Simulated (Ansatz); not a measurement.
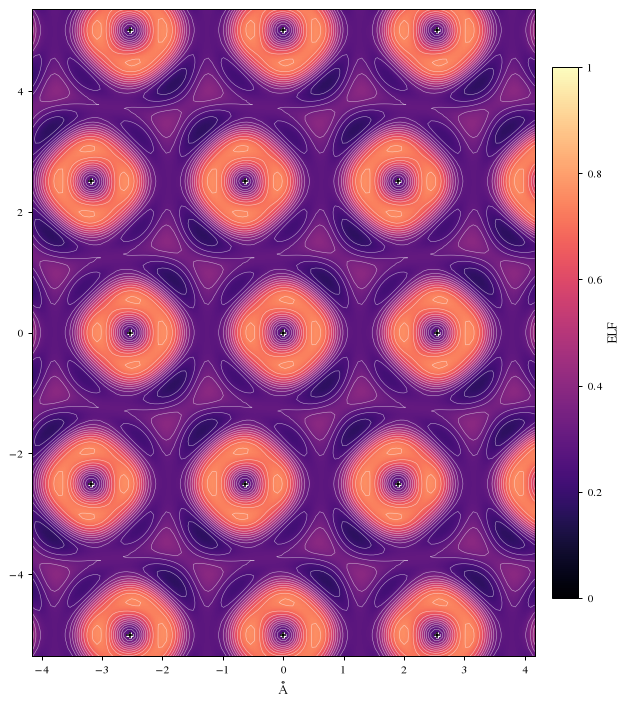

The ELF on a plane through atoms (crosses mark nuclei in the plane).

Theory: DFT, PBE, plane waves (420 eV) with PAW, scalar-relativistic in Ansatz 0.2.0.

Candidates:
A. Fe, a = 4.29 Å, b = 4.29 Å, c = 2.44 Å, α = 90.00°, β = 90.00°, γ = 120.00°. Space group P6/mmm; set up as Fe, omega (AlB2-type); a generated structure, not necessarily the stable one; changed on purpose from its base cell (volume × 1.08); computed pressure about −9 GPa in this cell; spin-polarised.
B. Mo, a = 2.54 Å, b = 5.20 Å, c = 8.56 Å, α = 90.00°, β = 89.99°, γ = 90.00°. Space group Fddd; set up as Mo, beta-Sn type; a generated structure, not necessarily the stable one; changed on purpose from its base cell (volume × 0.88); computed pressure about 40 GPa in this cell; computed without spin polarisation.
C. Si, a = 3.20 Å, b = 3.20 Å, c = 3.20 Å, α = 90.00°, β = 90.00°, γ = 90.00°. Space group Im-3m; set up as Si, bcc; a generated structure, not necessarily the stable one; changed on purpose from its base cell (volume × 1.12); computed pressure about −8 GPa in this cell.

Question: Which system is this?

Answer: Candidate B: Mo on the (011̄) plane of the conventional cell, which holds Mo. Mo–Mo (2.54 Å): the ELF is about 0.30 at the midpoint: no localised pair shows between them. Mo–Mo (2.58 Å): the ELF is about 0.30 at the midpoint: no localised pair shows between them.
